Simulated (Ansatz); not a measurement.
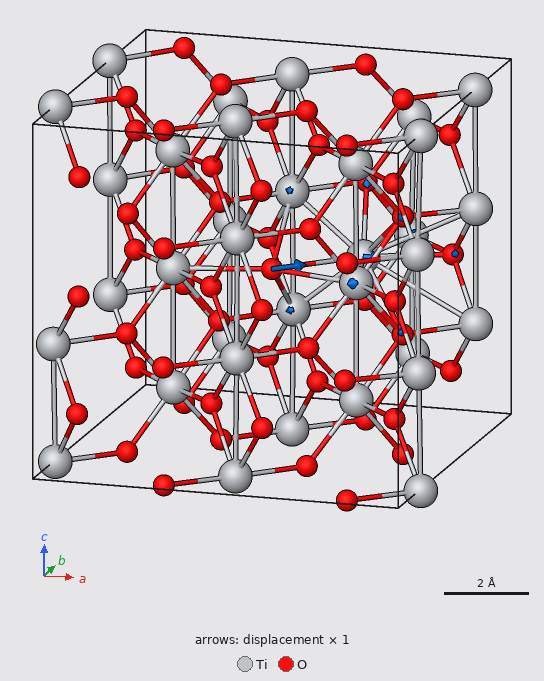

This is a relaxation of a defect cell of composition Ti25O48. The starting structure is drawn; blue arrows show the displacements, at their true length.

Style: ball-and-stick. Shown: the cell of the calculation (origin shifted), slightly off an axis.

Theory: Ansatz, DFT, PBEsol, PAW, plane waves. Settings: plane-wave cutoff 420 eV; k-point mesh 1 × 1 × 1; mesh shifted by (0.25, 0.25, 0.25); collinear spin; atoms relaxed in a fixed cell; force threshold 0.03 eV/Å; at most 80 steps.

Atoms of which element are displaced furthest, and by how much?

Oxygen: up to 0.96 Å, against 0.50 Å for titanium.

Describe the change and its energy.

The largest move is that of an O atom, 0.96 Å along [1 1 0]. Largest moves by element: O 0.96 Å, Ti 0.50 Å. The lattice vectors keep their values. Among the contacts that change: O–Ti 2.375 → 3.254 Å, Ti–Ti 2.301 → 2.904 Å, Ti–Ti 2.323 → 2.914 Å, O–Ti 2.468 → 1.907 Å. Bonds break: O–Ti (2.38 → 3.25 Å). Among the angles between lasting bonds that change: Ti–O–Ti 57.5° → 93.8°, Ti–O–Ti 99.6° → 132.7°, Ti–O–Ti 101.1° → 132.6°. After 11 geometry steps the energy has fallen by 9.882 eV per cell of the calculation. Largest force component: 7.3 eV/Å at the start, 0.011 eV/Å at the end. Cost: 38 s on 1 × NVIDIA GB300 Max-Q with 8 threads of Arm Neoverse-V2, peak memory 2.1 GiB.
